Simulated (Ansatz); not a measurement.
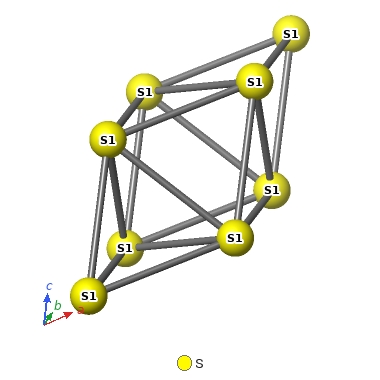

The system is S (Fm-3m, No. 225; 1 atom in the cell); the picture shows the reference structure. The cell is strained homogeneously, by one strain along x and y and another along z, with fractional coordinates fixed (x, y and z along the cube axes). First axis: strain along x and y. Second axis: strain along z. The scan uses a 5 × 5 grid. At 5 points there is no value. Points are written as (first, second). Energies are in meV/atom, from the unstrained cell. The reference cell is the one listed in the database, not relaxed at this level. Method: DFT LDA, scalar-relativistic, plane waves, PAW in Ansatz. Settings: cutoff 420 eV, k-mesh 20×20×20, gaussian smearing 0.15 eV, no spin polarisation.

Its coordinates:

```
CELL_PARAMETERS angstrom
0.00000 1.99435 1.99435
1.99435 0.00000 1.99435
1.99435 1.99435 0.00000
ATOMIC_POSITIONS crystal
S 0.00000 0.00000 0.00000
```

Range: strain along x and y from −3.0 to 3.0 %; strain along z from −3.0 to 3.0 %.

Q: What will the energy surface look like?

A: The lowest grid point is at (−3.0 %, 1.5 %), −27 meV/atom from the unstrained cell. It lies at the edge of the scanned range, so the true minimum may lie outside. The highest grid point, (3.0 %, 3.0 %), lies 113 meV/atom above the lowest.

| strain along z ↓, strain along x and y → | −3.0 | −1.5 | 0.0 | 1.5 | 3.0 |
| --- | --- | --- | --- | --- | --- |
| 3.0 | −26 | −6 | 20 | 51 | 86 |
| 1.5 | −27 | – | 10 | – | – |
| 0.0 | −27 | −17 | 0 | 22 | 49 |
| −1.5 | −26 | – | −10 | – | 30 |
| −3.0 | −24 | −25 | −18 | −6 | 12 |

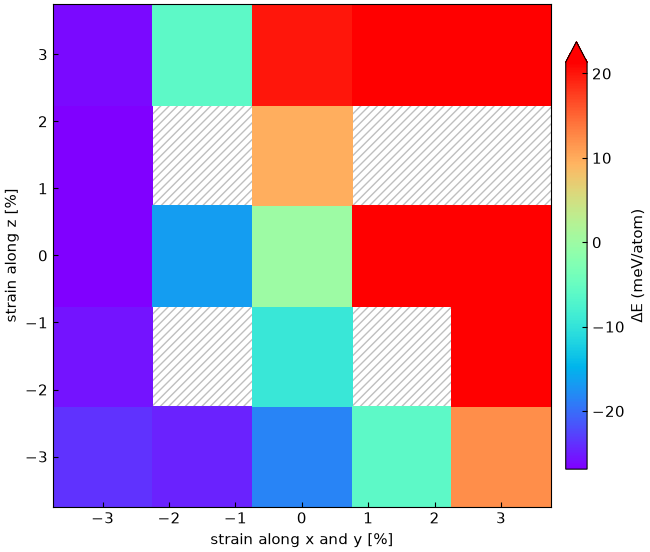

Drawn: one coloured cell a grid point, one colour for all values above the top of the scale, hatched blanks where no value was computed.
